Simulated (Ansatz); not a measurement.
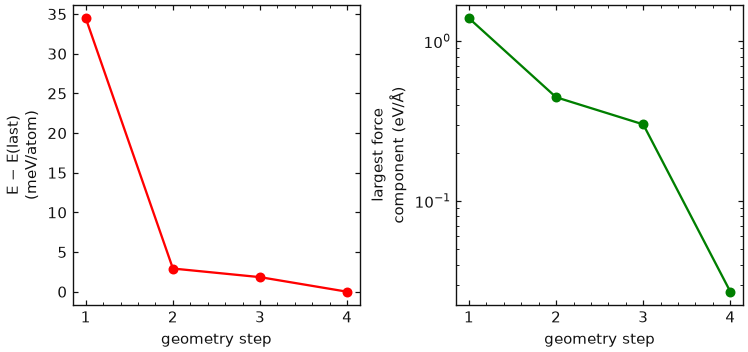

History of a geometry optimisation. Only the atoms move.

The run: SrO (slab, 6 atoms in the cell), by DFT PBEsol, scalar-relativistic, plane waves, PAW in Ansatz 0.2.0; cutoff 420 eV, 9×9×1 k-mesh, Gaussian smearing of 0.05 eV.

Q: How did it end, and what did it gain?

A: The optimisation met its thresholds at geometry 4, counting the start as the first. The energy fell by about 34 meV/atom from the first step to the last. The largest force component goes from about 1.4 eV/Å at the start to 0.027 eV/Å at the end.
